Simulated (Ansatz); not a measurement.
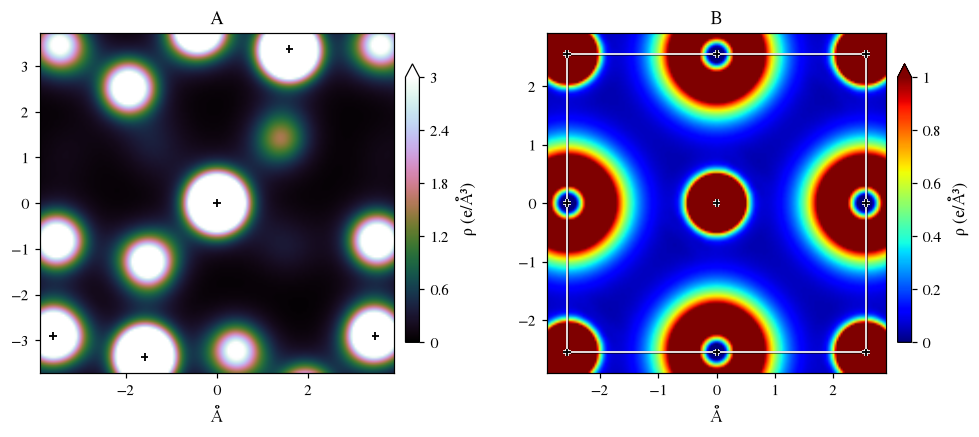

The valence charge density (pseudo) of 2 systems, each on a plane through atoms (crosses mark nuclei in the plane).

Theory: DFT r2SCAN, scalar-relativistic, plane waves, PAW in Ansatz.

System 1: SnO₂, the (111) plane of the conventional cell. Space group Pbcn; a structure from a database of computed crystals, not necessarily the ambient phase.

System 2: LiCl, the (010) plane of the conventional cell. Space group Fm-3m.

```yaml
crystal:
  lattice:
    - [5.11241, 0.00000, 0.00000]
    - [0.00000, 5.11241, 0.00000]
    - [0.00000, 0.00000, 5.11241]
  atoms:
    - { symbol: Li, position: [0.00000, 0.00000, 0.00000] }
    - { symbol: Li, position: [0.50000, 0.50000, 0.00000] }
    - { symbol: Li, position: [0.50000, 0.00000, 0.50000] }
    - { symbol: Li, position: [0.00000, 0.50000, 0.50000] }
    - { symbol: Cl, position: [0.50000, 0.00000, 0.00000] }
    - { symbol: Cl, position: [0.00000, 0.50000, 0.00000] }
    - { symbol: Cl, position: [0.00000, 0.00000, 0.50000] }
    - { symbol: Cl, position: [0.50000, 0.50000, 0.50000] }
```

> Which map belongs to which system?

Panel A is system 1, SnO₂: the plane holds Sn and O. Sn–O (2.06 Å): ρ is about 0.65 e/Å³ halfway. Panel B is system 2, LiCl: the plane holds Li and Cl. Li–Cl (2.56 Å): the density is about 0.22 e/Å³ at the midpoint.
